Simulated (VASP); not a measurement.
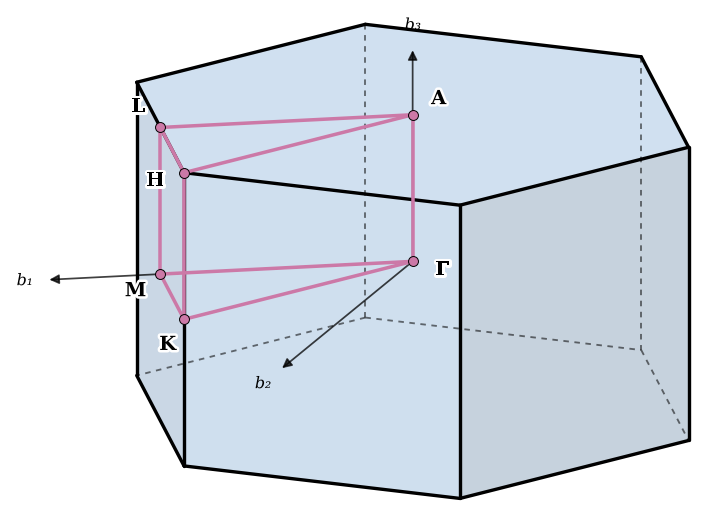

Crystal: Si2Mo, a cell listed in the Materials Project, as set up for an electronic-structure calculation. The first Brillouin zone and its special points. Geometry calculated from the standardised cell; symmetry tolerance 0.002 Å.

Space group P6₂22 (No. 180); a = 4.585 Å, b = 4.585 Å, c = 6.580 Å, α = 90.00°, β = 90.00°, γ = 120.00°.

Labels and path follow the convention of Hinuma et al. (2017), as computed by seekpath; the arrows show the directions of the reciprocal primitive vectors b₁, b₂, b₃, in which coordinates are given; lengths include the factor 2π.

Q: List the special points with their coordinates and distances from Γ.

A:
| point | k₁ | k₂ | k₃ | length of k (1/Å) |
| --- | --- | --- | --- | --- |
| Γ | 0 | 0 | 0 | 0.000 |
| A | 0 | 0 | 1/2 | 0.477 |
| K | 1/3 | 1/3 | 0 | 0.913 |
| H | 1/3 | 1/3 | 1/2 | 1.031 |
| M | 1/2 | 0 | 0 | 0.791 |
| L | 1/2 | 0 | 1/2 | 0.924 |

Q: What is the zone's volume?

A: (2π)³ over the primitive cell's volume of 119.81 Å³: 2.07 Å⁻³.
